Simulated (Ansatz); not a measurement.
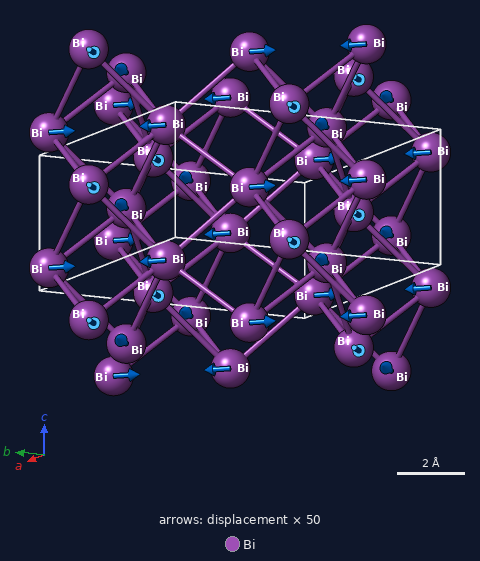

This is a relaxation of crystalline Bi (built on the database_140 type). The starting structure is drawn; blue arrows show the displacements (the part carried along by the change of the cell is left out), 50 times their true length.

The picture is a ball-and-stick view of the conventional cell (2 times the calculation's cell), seen from a free direction. Lengths and directions refer to the drawn axes.

Case: structure listed in a database for this formula (I4/mcm, No. 140).

Computed with Ansatz 0.2.0, DFT PBE, scalar-relativistic, plane waves, PAW.

Input file:
```yaml
crystal:
  lattice:
    - [-4.449748, 4.449748, 2.065632]
    - [4.449748, -4.449748, 2.065632]
    - [4.449748, 4.449748, -2.065632]
  atoms:
    - { symbol: Bi, position: [0.8543445, 0.3543445, 0.208689] }
    - { symbol: Bi, position: [0.1456555, 0.6456555, 0.791311] }
    - { symbol: Bi, position: [0.3543445, 0.1456555, 0.5] }
    - { symbol: Bi, position: [0.6456555, 0.8543445, 0.5] }
basis:
  ecutwfc: 420
kpoints:
  mp_grid: { grid: [12, 12, 12] }
hamiltonian:
  xc: pbe
scf:
  occupations: { method: gaussian, width: 0.1 }
output:
  forces: true
  stress: true
  eigenvalues: true
relax:
  adjacent_minimum: "off"
  f_tol: 0.01
  max_steps: 80
  cell: { stress_tol: 0.05 }
```

**What happened in the run?**

The energy falls by 1.8 meV per cell of the calculation in 5 accepted moves (6 points after the start). Largest force component: 0.024 eV/Å at the start, under 0.0001 eV/Å at the end. The pressure goes from 0.03 to −0.01 GPa. The SCF was repeated once at an unchanged geometry on a basis and grid sized afresh for the cell, which shifted the energy by 0.3 meV per cell of the calculation at most. The largest moves relative to the cell, 0.017 Å, are those of Bi1, Bi2, Bi3 and Bi4. Bi2 goes along [−1 −1 0]. The drawn cell changes as follows: a = b 8.899 → 9.009 Å (+1.2 %), c 4.131 → 4.082 Å (−1.2 %); the volume changes by +1.3 %. Among the contacts that change: Bi1–Bi2 3.341 → 3.379 Å, Bi1–Bi3 3.315 → 3.305 Å. Among the angles between lasting bonds that change: Bi2–Bi1–Bi2 76.4° → 74.3°. The space group stays I4/mcm (No. 140).
